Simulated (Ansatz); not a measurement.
**Run report: C, molecular dynamics (part 1 of 2)**

The run: molecular dynamics of C (R-3m, 4 atoms in the cell). Method and program: DFT, LDA, PAW with Ansatz's default frozen-core files, scalar-relativistic, no spin polarisation (Ansatz 0.2.0).

The structure derives from an entry of the Crystallography Open Database. It belongs to a series of runs on one base structure; here: 30 steps of 1.5 fs from 300 K. Figures and captions count atoms from 1; the log counts them from 0 in places.

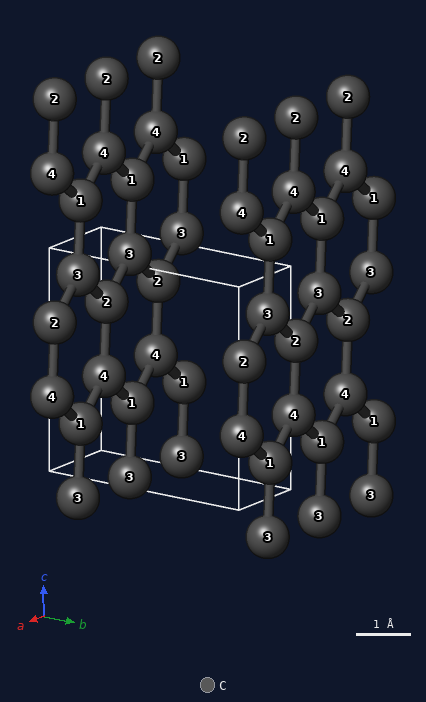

**Figure 1.** The input geometry (ball-and-stick view of the reduced cell, repeated 3 × 2 × 2, seen slightly off an axis; atoms are numbered from 1 in the order of the input). An atom can appear more than once, as a periodic image.

The input:
```yaml
crystal:
  lattice:
    - [2.4560574228, 1.4180054142, 6.6940228996]
    - [-1.2280287114, 0.7090027071, 3.3470114498]
    - [0.0, -1.4180054142, 3.3470114498]
  atoms:
    - { symbol: C, position: [0.418, 0.836, 0.836] }
    - { symbol: C, position: [0.918, 0.836, 0.836] }
    - { symbol: C, position: [0.082, 0.164, 0.164] }
    - { symbol: C, position: [0.582, 0.164, 0.164] }
kpoints:
  mp_grid: { grid: [5, 9, 9] }
scf:
  occupations: { method: fermi_dirac, width: 0.08 }
hamiltonian:
  xc: lda
  pseudopotentials: { kind: paw }
output:
  forces: true
  stress: true
md:
  timestep: 1.5
  n_steps: 30
  ensemble: nvt_langevin
  temperature: 300
  initial_velocities: maxwell_boltzmann
  seed: 152090
```

Machine: 2 threads of AMD EPYC (Zen 5), 32 GiB of memory available, shared host.

Launched with:
```bash
ansatz run input.yaml --threads 2 --pin off --max-ram 4096MiB --backend cpu --events-out ev --progress --plain --runs-dir out
```

Output:
```
Warning: md: disabling space-group detection — thermal motion breaks the input geometry's symmetry, so no spatial operation reduces the k-mesh or symmetrises the density; time reversal is kept, so that k and −k are solved as one point where they differ and the mesh holds both, and exact exchange and, on two spinor components, a DFT+U term hold to it where the run has them: on two components no moment then forms, and a state that bears one, which a typed moment (crystal.atoms[].spin; refused beside efield: under a hybrid functional) reaches, can lie lower, under hf by electronvolts; crystal.symmetry.detect: false (a key that needs symmetry detection or time reversal refuses this as the deck is read) with time_reversal: false beside it drops time reversal too
Warning: output.stress: scf.convergence.dr2_threshold = 4e-9 eV (the default of an md: trajectory) is looser than the 4e-10 eV advised for a printed stress (1e-10 eV for each atom of the cell: 4). What an SCF threshold leaves in a stress goes as its square root, and in the free energy as the threshold itself, and one threshold admits the most on a small cell: of the crystals measured, under no hybrid functional and no lock of the moments, on runs that ended without the residual-converged pass, on stresses that held no estimate of that error, the worst erred by over 100 MPa in a component at 1e-7 eV an atom and by under 5 at 1e-10. Set scf.convergence.dr2_threshold to 4e-10 eV or tighter. The threshold is an SCF's pass mark: one that does not reach it within its budget of iterations ends unconverged, or closes short of it on a stop that the run arms, and scf.convergence.dr2_threshold's page says what that costs each kind of run
basis.fft_grid_basis auto: the FFT boxes are laid along the combinations [[1, -1, -1], [0, 1, -1], [0, 0, 1]] of the cell's own vectors, 4.254, 2.456 and 3.635 Å long. The dense box has 30×18×25 points. Along the cell's own vectors, as sized, it would have 50×25×25, 2.31 times as many. Of the 8 symmetry operations that the crystal satisfies within crystal.symmetry.tolerance (time reversal apart; of a slab, those that keep its plane) the dense box along the cell's own vectors carries 8, and the one as laid loses 4 of those. basis.fft_grid_basis: typed keeps the cell's own vectors: state it where this run's energies or levels are differenced outside the engine with another run's, or held beside a run that keeps those vectors.
Engine: ansatz 0.2.0, x86_64-unknown-linux-gnu
Pseudopotentials: kind: paw
Pseudopotential: C, paw, valence charge 4, recommended cutoff 420 eV (normal), C.paw.azcp
Functional definition: SPW92
  exchange = slater_x
  correlation = pw_c
Crystal: 4 atoms, lattice volume = 34.970 Å³
Basis set: ecut = 420 eV, 675 PW (Γ), FFT grids on a1−a2−a3, a2−a3, a3
Bands: 12, of which v1, the nominal top of the filled ones, is band 8 counted from 1 (7 counted from 0)
Symmetry: 1 space group operations
k-points: 203 of 405 (time reversal used)
Non-local potential: C, projectors of the file, l = 0: 2, l = 1: 2, l = 2: 1
PAW form: soft (Blöchl's): semilocal exchange-correlation on the pseudo side does not see the compensation charge
PAW frozen core: C, regenerated for the run's functional, and the local potential with it (the file was generated under x = pbe(κ = 0.804, μ = 0.2195149727645171), c = pbe(β = 0.06672455060314922))
PAW one-centre angular grid: C, 110 points (default); XC on 64 Gauss nodes
Initial density: superposition of atomic densities (neutral atoms: chi_scale 0, normalization atom), corrected by the library's trained network
Initial wavefunctions: pseudopotential atomic-orbital guess
Functional: x = slater, c = lda
SCF iter   1: F=—  HF=-971.871903 eV  |F-HF|=—  |Δ(HF+E_count)|=         —  Δρ=5.89e-3  dr2=4.07e-3  ethr=1.77e-3  ⟨swp⟩=5.3  Hψ=13267  notcnv=0
preconditioner: auto → none  [metal: Δε(μ)=0.157 eV  Ē_g=15.520 eV  σ=0.080 eV  W_gap=0.46  n_scr=6 (ndim 8)  ℏωp=25.1 eV  f_vac=0.003  D(μ)=0.13/eV (n_scr^D=0)  sad-step TF]
SCF iter   2: F=—  HF=-971.871519 eV  |F-HF|=—  |Δ(HF+E_count)|=   3.84e-4  Δρ=3.31e-3  dr2=1.52e-3  ethr=2.54e-5  ⟨swp⟩=1.2  Hψ=4173  notcnv=0
SCF iter   3: F=—  HF=-971.871259 eV  |F-HF|=—  |Δ(HF+E_count)|=   2.60e-4  Δρ=1.81e-4  dr2=5.82e-6  ethr=9.53e-6  ⟨swp⟩=1.1  Hψ=2448  notcnv=0
SCF iter   4: F=—  HF=-971.871261 eV  |F-HF|=—  |Δ(HF+E_count)|=   2.33e-6  Δρ=3.92e-5  dr2=2.75e-7  ethr=3.64e-8  ⟨swp⟩=2.2  Hψ=3823  notcnv=0
SCF iter   5: F=—  HF=-971.871262 eV  |F-HF|=—  |Δ(HF+E_count)|=   9.54e-7  Δρ=7.04e-6  dr2=1.31e-8  ethr=1.72e-9  ⟨swp⟩=2.2  Hψ=4031  notcnv=0
SCF iter   6: F=-971.871262 eV  HF=-971.871262 eV  |F-HF|=2.01e-10  |Δ(HF+E_count)|=   2.60e-9  Δρ=1.17e-6  dr2=3.15e-10  ethr=2.50e-11  ⟨swp⟩=5.0  Hψ=9116  notcnv=0
SCF 1 converged in 6 iterations: F = -971.871262 eV  dr2 = 3.15e-10
  greatest PAW one-centre occupation: 0.667 electrons in one spin orbital (limit 2), on the C atom at site 3 (counted from 0), in its partial waves of l = 0
md step     0: t =     0.00 fs  T =   225.0 K  F+E_penalty+E_count = -971.87126212 eV  E_kin = 0.116334 eV  P_inst = -3.7233 GPa  (6 SCF iters)
Initial density: handed on by an earlier stage of this run
Initial wavefunctions: those handed on with the density
iter 1 solved again at ethr=2.15e-5 eV; its pass at ethr=3.10e-3 eV (dr2=3.44e-3 eV) is discarded
SCF iter   1: F=—  HF=-971.876306 eV  |F-HF|=—  |Δ(HF+E_count)|=         —  Δρ=4.11e-3  dr2=3.52e-3  ethr=2.15e-5  ⟨swp⟩=2.2  Hψ=20715  notcnv=0
preconditioner: auto → none  [insulator: Δε(μ)=0.181 eV  Ē_g=15.523 eV  σ=0.080 eV  W_gap=0.51  n_scr=6 (ndim 8)  ℏωp=25.1 eV  f_vac=0.000  D(μ)=0.12/eV (n_scr^D=0)  ε∞_Penn≈3.6]
SCF iter   2: F=—  HF=-971.874864 eV  |F-HF|=—  |Δ(HF+E_count)|=   1.44e-3  Δρ=1.47e-3  dr2=3.26e-4  ethr=2.15e-5  ⟨swp⟩=2.3  Hψ=3997  notcnv=0
SCF iter   3: F=—  HF=-971.874747 eV  |F-HF|=—  |Δ(HF+E_count)|=   1.17e-4  Δρ=2.27e-4  dr2=4.69e-6  ethr=2.04e-6  ⟨swp⟩=2.8  Hψ=4351  notcnv=0
SCF iter   4: F=—  HF=-971.874747 eV  |F-HF|=—  |Δ(HF+E_count)|=   2.35e-7  Δρ=3.93e-5  dr2=2.56e-7  ethr=2.93e-8  ⟨swp⟩=2.2  Hψ=3626  notcnv=0
SCF iter   5: F=—  HF=-971.874747 eV  |F-HF|=—  |Δ(HF+E_count)|=   8.76e-9  Δρ=4.27e-6  dr2=2.97e-9  ethr=1.60e-9  ⟨swp⟩=2.3  Hψ=3785  notcnv=0
SCF iter   6: F=-971.874747 eV  HF=-971.874747 eV  |F-HF|=6.82e-12  |Δ(HF+E_count)|=  3.39e-10  Δρ=9.97e-7  dr2=1.13e-10  ethr=1.86e-11  ⟨swp⟩=2.9  Hψ=9777  notcnv=0
SCF 2 converged in 6 iterations: F = -971.874747 eV  dr2 = 1.13e-10
  greatest PAW one-centre occupation: 0.668 electrons in one spin orbital (limit 2), on the C atom at site 1 (counted from 0), in its partial waves of l = 0
md step     1: t =     1.50 fs  T =   196.2 K  F+E_penalty+E_count = -971.87474743 eV  E_kin = 0.101426 eV  P_inst = -3.6328 GPa  (6 SCF iters)
[... from here on the SCF iterations and repeated set-up lines of each step are left out, up to the last step ...]
SCF 3 converged in 6 iterations: F = -971.862912 eV  dr2 = 8.37e-11
md step     2: t =     3.00 fs  T =   166.5 K  F+E_penalty+E_count = -971.86291220 eV  E_kin = 0.086066 eV  P_inst = -3.4451 GPa  (6 SCF iters)
SCF 4 converged in 6 iterations: F = -971.850086 eV  dr2 = 6.21e-11
md step     3: t =     4.50 fs  T =   148.1 K  F+E_penalty+E_count = -971.85008560 eV  E_kin = 0.076584 eV  P_inst = -3.2791 GPa  (6 SCF iters)
SCF 5 converged in 6 iterations: F = -971.849206 eV  dr2 = 2.98e-11
md step     4: t =     6.00 fs  T =   147.5 K  F+E_penalty+E_count = -971.84920552 eV  E_kin = 0.076266 eV  P_inst = -3.2685 GPa  (6 SCF iters)
SCF 6 converged in 5 iterations: F = -971.860213 eV  dr2 = 1.07e-10
md step     5: t =     7.50 fs  T =   192.7 K  F+E_penalty+E_count = -971.86021291 eV  E_kin = 0.099621 eV  P_inst = -3.3884 GPa  (5 SCF iters)
SCF 7 converged in 4 iterations: F = -971.870891 eV  dr2 = 2.19e-9
md step     6: t =     9.00 fs  T =   224.7 K  F+E_penalty+E_count = -971.87089113 eV  E_kin = 0.116182 eV  P_inst = -3.6094 GPa  (4 SCF iters)
SCF 8 converged in 4 iterations: F = -971.865055 eV  dr2 = 1.72e-9
md step     7: t =    10.50 fs  T =   199.9 K  F+E_penalty+E_count = -971.86505479 eV  E_kin = 0.103365 eV  P_inst = -3.8276 GPa  (4 SCF iters)
SCF 9 converged in 4 iterations: F = -971.839417 eV  dr2 = 1.93e-9
md step     8: t =    12.00 fs  T =   147.0 K  F+E_penalty+E_count = -971.83941669 eV  E_kin = 0.075997 eV  P_inst = -3.9207 GPa  (4 SCF iters)
SCF 10 converged in 4 iterations: F = -971.804747 eV  dr2 = 9.23e-10
md step     9: t =    13.50 fs  T =    74.9 K  F+E_penalty+E_count = -971.80474724 eV  E_kin = 0.038730 eV  P_inst = -3.8921 GPa  (4 SCF iters)
SCF 11 converged in 6 iterations: F = -971.778827 eV  dr2 = 3.31e-11
md step    10: t =    15.00 fs  T =    31.0 K  F+E_penalty+E_count = -971.77882673 eV  E_kin = 0.016037 eV  P_inst = -3.7693 GPa  (6 SCF iters)
SCF 12 converged in 5 iterations: F = -971.778945 eV  dr2 = 1.62e-10
md step    11: t =    16.50 fs  T =    42.4 K  F+E_penalty+E_count = -971.77894540 eV  E_kin = 0.021897 eV  P_inst = -3.6795 GPa  (5 SCF iters)
SCF 13 converged in 5 iterations: F = -971.804796 eV  dr2 = 1.06e-9
md step    12: t =    18.00 fs  T =   110.8 K  F+E_penalty+E_count = -971.80479592 eV  E_kin = 0.057292 eV  P_inst = -3.6348 GPa  (5 SCF iters)
SCF 14 converged in 5 iterations: F = -971.840149 eV  dr2 = 2.86e-10
md step    13: t =    19.50 fs  T =   177.8 K  F+E_penalty+E_count = -971.84014867 eV  E_kin = 0.091932 eV  P_inst = -3.5956 GPa  (5 SCF iters)
SCF 15 converged in 4 iterations: F = -971.868529 eV  dr2 = 6.14e-10
md step    14: t =    21.00 fs  T =   251.1 K  F+E_penalty+E_count = -971.86852919 eV  E_kin = 0.129804 eV  P_inst = -3.4714 GPa  (4 SCF iters)
SCF 16 converged in 5 iterations: F = -971.881139 eV  dr2 = 9.93e-11
md step    15: t =    22.50 fs  T =   358.5 K  F+E_penalty+E_count = -971.88113880 eV  E_kin = 0.185359 eV  P_inst = -3.1774 GPa  (5 SCF iters)
SCF 17 converged in 5 iterations: F = -971.871336 eV  dr2 = 9.71e-11
md step    16: t =    24.00 fs  T =   353.0 K  F+E_penalty+E_count = -971.87133569 eV  E_kin = 0.182538 eV  P_inst = -2.9446 GPa  (5 SCF iters)
SCF 18 converged in 4 iterations: F = -971.843368 eV  dr2 = 5.94e-10
md step    17: t =    25.50 fs  T =   337.1 K  F+E_penalty+E_count = -971.84336830 eV  E_kin = 0.174280 eV  P_inst = -2.7089 GPa  (4 SCF iters)
SCF 19 converged in 5 iterations: F = -971.812685 eV  dr2 = 3.62e-11
md step    18: t =    27.00 fs  T =   267.5 K  F+E_penalty+E_count = -971.81268458 eV  E_kin = 0.138298 eV  P_inst = -2.6916 GPa  (5 SCF iters)
SCF 20 converged in 5 iterations: F = -971.797083 eV  dr2 = 1.72e-10
md step    19: t =    28.50 fs  T =   225.3 K  F+E_penalty+E_count = -971.79708293 eV  E_kin = 0.116510 eV  P_inst = -2.9100 GPa  (5 SCF iters)
SCF 21 converged in 6 iterations: F = -971.801338 eV  dr2 = 7.24e-11
md step    20: t =    30.00 fs  T =   251.4 K  F+E_penalty+E_count = -971.80133780 eV  E_kin = 0.129966 eV  P_inst = -3.2921 GPa  (6 SCF iters)
SCF 22 converged in 5 iterations: F = -971.812010 eV  dr2 = 1.39e-10
md step    21: t =    31.50 fs  T =   252.4 K  F+E_penalty+E_count = -971.81200974 eV  E_kin = 0.130511 eV  P_inst = -3.7529 GPa  (5 SCF iters)
SCF 23 converged in 5 iterations: F = -971.805478 eV  dr2 = 1.12e-10
md step    22: t =    33.00 fs  T =   240.6 K  F+E_penalty+E_count = -971.80547764 eV  E_kin = 0.124383 eV  P_inst = -3.9653 GPa  (5 SCF iters)
SCF 24 converged in 4 iterations: F = -971.775693 eV  dr2 = 1.43e-9
md step    23: t =    34.50 fs  T =   162.9 K  F+E_penalty+E_count = -971.77569347 eV  E_kin = 0.084202 eV  P_inst = -3.8870 GPa  (4 SCF iters)
SCF 25 converged in 4 iterations: F = -971.740942 eV  dr2 = 1.47e-9
md step    24: t =    36.00 fs  T =   107.2 K  F+E_penalty+E_count = -971.74094162 eV  E_kin = 0.055428 eV  P_inst = -3.5556 GPa  (4 SCF iters)
SCF 26 converged in 5 iterations: F = -971.726803 eV  dr2 = 5.31e-11
md step    25: t =    37.50 fs  T =    81.5 K  F+E_penalty+E_count = -971.72680270 eV  E_kin = 0.042127 eV  P_inst = -3.2791 GPa  (5 SCF iters)
SCF 27 converged in 4 iterations: F = -971.756105 eV  dr2 = 2.23e-9
md step    26: t =    39.00 fs  T =   145.7 K  F+E_penalty+E_count = -971.75610477 eV  E_kin = 0.075343 eV  P_inst = -3.2044 GPa  (4 SCF iters)
SCF 28 converged in 4 iterations: F = -971.816994 eV  dr2 = 1.62e-9
md step    27: t =    40.50 fs  T =   281.2 K  F+E_penalty+E_count = -971.81699388 eV  E_kin = 0.145401 eV  P_inst = -3.2704 GPa  (4 SCF iters)
SCF 29 converged in 4 iterations: F = -971.867444 eV  dr2 = 1.09e-9
md step    28: t =    42.00 fs  T =   363.3 K  F+E_penalty+E_count = -971.86744437 eV  E_kin = 0.187857 eV  P_inst = -3.3615 GPa  (4 SCF iters)
SCF 30 converged in 4 iterations: F = -971.876805 eV  dr2 = 7.61e-10
md step    29: t =    43.50 fs  T =   377.4 K  F+E_penalty+E_count = -971.87680503 eV  E_kin = 0.195149 eV  P_inst = -3.2584 GPa  (4 SCF iters)
iter 1 solved again at ethr=3.69e-5 eV; its pass at ethr=3.10e-3 eV (dr2=5.90e-3 eV) is discarded
SCF iter   1: F=—  HF=-971.848387 eV  |F-HF|=—  |Δ(HF+E_count)|=         —  Δρ=5.24e-3  dr2=5.83e-3  ethr=3.69e-5  ⟨swp⟩=1.9  Hψ=20817  notcnv=0
preconditioner: auto → none  [insulator: Δε(μ)=0.268 eV  Ē_g=15.516 eV  σ=0.080 eV  W_gap=0.68  n_scr=6 (ndim 8)  ℏωp=25.1 eV  f_vac=0.000  D(μ)=0.10/eV (n_scr^D=0)  ε∞_Penn≈3.6]
SCF iter   2: F=—  HF=-971.845977 eV  |F-HF|=—  |Δ(HF+E_count)|=   2.41e-3  Δρ=1.87e-3  dr2=5.62e-4  ethr=3.64e-5  ⟨swp⟩=2.3  Hψ=3969  notcnv=0
SCF iter   3: F=—  HF=-971.845766 eV  |F-HF|=—  |Δ(HF+E_count)|=   2.11e-4  Δρ=2.59e-4  dr2=5.81e-6  ethr=3.52e-6  ⟨swp⟩=2.7  Hψ=4302  notcnv=0
SCF iter   4: F=—  HF=-971.845767 eV  |F-HF|=—  |Δ(HF+E_count)|=   1.18e-6  Δρ=3.32e-5  dr2=1.92e-7  ethr=3.63e-8  ⟨swp⟩=2.0  Hψ=3467  notcnv=0
SCF iter   5: F=—  HF=-971.845767 eV  |F-HF|=—  |Δ(HF+E_count)|=   2.50e-7  Δρ=4.75e-6  dr2=3.71e-9  ethr=1.20e-9  ⟨swp⟩=2.2  Hψ=3652  notcnv=0
SCF iter   6: F=-971.845767 eV  HF=-971.845767 eV  |F-HF|=1.25e-11  |Δ(HF+E_count)|=  1.14e-10  Δρ=1.23e-6  dr2=1.41e-10  ethr=2.32e-11  ⟨swp⟩=3.0  Hψ=9986  notcnv=0
SCF 31 converged in 6 iterations: F = -971.845767 eV  dr2 = 1.41e-10
  greatest PAW one-centre occupation: 0.672 electrons in one spin orbital (limit 2), on the C atom at site 0 (counted from 0), in its partial waves of l = 0
md step    30: t =    45.00 fs  T =   317.0 K  F+E_penalty+E_count = -971.84576655 eV  E_kin = 0.163878 eV  P_inst = -2.9920 GPa  (6 SCF iters)
```

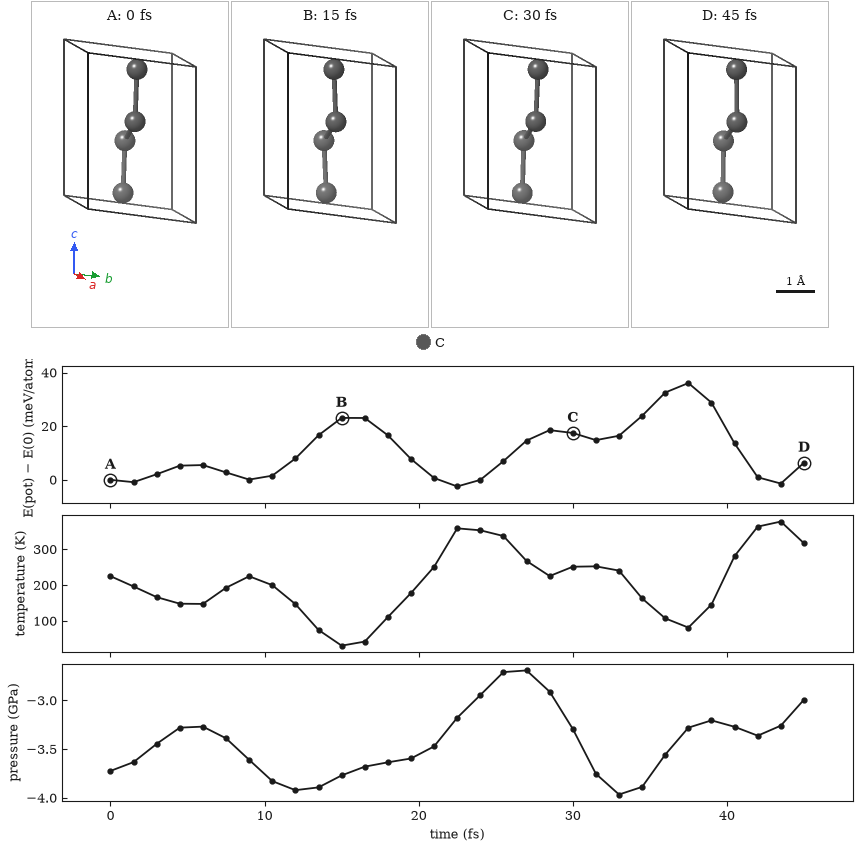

**Figure 2.** Frames of the molecular dynamics (ball-and-stick, reduced simulation cell, seen slightly off an axis) above the curves, on which the letters mark them. The trajectory kept here has 31 frames over 45 fs. The temperature starts at 225 K, ranges from 31 to 377 K and averages 258 K over the second half. The potential energy ends 6.4 meV/atom above its first value. With the common drift removed, the root-mean-square displacement is 0.04 Å.

```
SCF converged after 6 iterations
Free energy (F): -971.845767 eV
Harris-Foulkes:  -971.845767 eV  (|F-HF|=1.25e-11)
Internal energy: -971.843352 eV  (E = F + TS)
E sigma→0 (E₀):  -971.844559 eV
Entropy (-TS):   -0.002414 eV (-0.604 meV/atom)
Fermi energy:    6.835545 eV
--- Per-component energies (eV) ---
  E_band       = -36.425743
  E_kinetic    = 364.551740
  E_local      = -614.671450  (includes V_loc(G=0)·N_el)
  E_nonlocal   = 113.904545
  E_hartree    = 183.575001
  E_xc         = -190.264175
  E_vxc        = -236.555128  (∫ρ·V_xc dr)
  E_paw        = -367.676625  (= ΣΔE_a)
  E_vpaw       = -30.805490  (= ΣTr[D̂ρ^β])
  E_aug_tail   = 0.000039  (compensation charges beyond the density's cutoff)
  E_ewald      = -461.513758
  E_core_change = 0.251330  (= ΣΔE_core)
  E_smearing   = -0.002414  (= −TS)
  E_closure    = 0.000000  (closes the sum)
  Σ components = -971.845767   (vs F -971.845767, Δ=0.00e0)
--- Forces (eV/Å), atoms counted from 1 ---
  atom   1  C      0.63367988    -0.19989823     0.37103657
  atom   2  C      0.82429274    -1.46118945    -0.16808196
  atom   3  C     -2.18815108     0.54614169     0.29251706
  atom   4  C      0.73017550     1.11494490    -0.49548307
  max |Σ_I F_I| component: 1.14e-5 eV/Å
--- Stress (GPa, compression-positive) ---
       -6.176862       1.322413       0.415219
        1.322413      -3.932768       0.051764
        0.415219       0.051764      -0.367994
  P = ⅓ Tr σ = -3.4925 GPa (-34.925 kbar)
--- MD trajectory: 30 steps, t = 0.0 → 45.0 fs ---
  final state: T = 317.0 K   F+E_penalty+E_count = -971.84576655 eV   E_kin = 0.163878 eV
```
